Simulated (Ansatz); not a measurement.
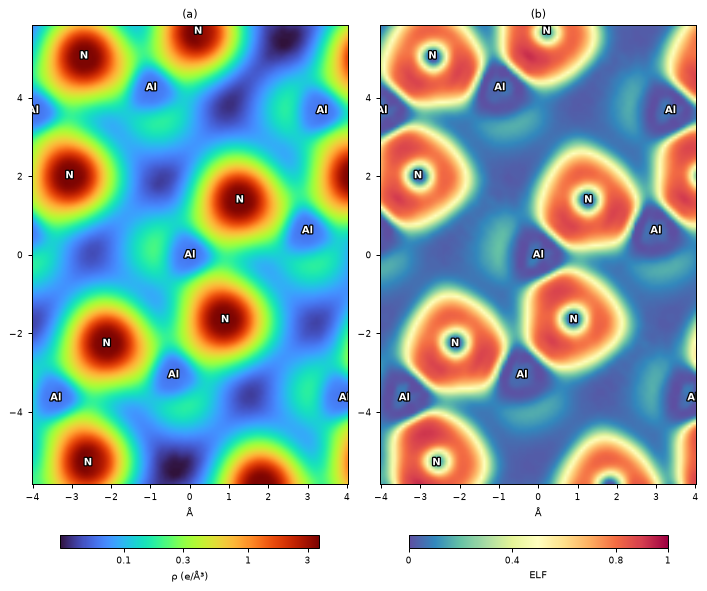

The picture shows: Al₁₇N₁₈ (cell with a defect). (a) valence electron density; (b) electron localisation function on the (11̄0) plane of the calculation cell.

Spin-polarised.

Computed with DFT PBEsol, scalar-relativistic, plane waves, PAW (Ansatz 0.2.0).

```yaml
crystal:
  lattice:
    - [-4.67067, 2.69661, 4.98365]
    - [0.00000, -5.39323, 4.98365]
    - [4.67067, 2.69661, 4.98365]
  atoms:
    - { symbol: Al, position: [0.72234, 0.38726, 0.39239] }
    - { symbol: Al, position: [0.05399, 0.72550, 0.72251] }
    - { symbol: Al, position: [0.05398, 0.05563, 0.39238] }
    - { symbol: Al, position: [0.39222, 0.38727, 0.72252] }
    - { symbol: Al, position: [0.72236, 0.72549, 0.05416] }
    - { symbol: Al, position: [0.72068, 0.05395, 0.72085] }
    - { symbol: Al, position: [0.05467, 0.38794, 0.05484] }
    - { symbol: Al, position: [0.39223, 0.05561, 0.05416] }
    - { symbol: Al, position: [0.77909, 0.77491, 0.44180] }
    - { symbol: Al, position: [0.11051, 0.44379, 0.44186] }
    - { symbol: Al, position: [0.44163, 0.77491, 0.77925] }
    - { symbol: Al, position: [0.44163, 0.11237, 0.44181] }
    - { symbol: Al, position: [0.77805, 0.44427, 0.77821] }
    - { symbol: Al, position: [0.11052, 0.77496, 0.11069] }
    - { symbol: Al, position: [0.11099, 0.11133, 0.77821] }
    - { symbol: Al, position: [0.44170, 0.44381, 0.11070] }
    - { symbol: Al, position: [0.77804, 0.11132, 0.11115] }
    - { symbol: N, position: [0.52922, 0.86250, 0.52939] }
    - { symbol: N, position: [0.84903, 0.51504, 0.51651] }
    - { symbol: N, position: [0.18176, 0.84962, 0.84920] }
    - { symbol: N, position: [0.18176, 0.18232, 0.51651] }
    - { symbol: N, position: [0.51635, 0.51504, 0.84921] }
    - { symbol: N, position: [0.84904, 0.84962, 0.18193] }
    - { symbol: N, position: [0.84892, 0.18221, 0.84910] }
    - { symbol: N, position: [0.18190, 0.51518, 0.18207] }
    - { symbol: N, position: [0.51634, 0.18231, 0.18193] }
    - { symbol: N, position: [0.59056, 0.55583, 0.22272] }
    - { symbol: N, position: [0.90474, 0.23802, 0.23881] }
    - { symbol: N, position: [0.22253, 0.55581, 0.59074] }
    - { symbol: N, position: [0.22256, 0.92383, 0.22271] }
    - { symbol: N, position: [0.57133, 0.23789, 0.57151] }
    - { symbol: N, position: [0.90475, 0.57192, 0.90491] }
    - { symbol: N, position: [0.90461, 0.90462, 0.57150] }
    - { symbol: N, position: [0.23865, 0.23802, 0.90492] }
    - { symbol: N, position: [0.57134, 0.90460, 0.90477] }
```

Describe what can be read from this map.

- The section cuts through Al and N sites.
- Al–N (1.88 Å): the density is about 0.7 e/Å³ at the midpoint; the ELF peaks at about 0.90 between the atoms: a polar covalent bond.
- Al–N (1.89 Å): the density is about 0.68 e/Å³ at the midpoint; the ELF peaks at about 0.90 in the valence shell of N, 0.8 Å from its nucleus, and is about 0.85 at the midpoint.
- Between the atoms the lowest density in this plane is 0.03 e/Å³.

Does the calculation give a band gap?

It is gapped, with a Kohn–Sham gap of 0.60 eV on the k-point mesh (the band edges may lie off the mesh, which would make the gap smaller).
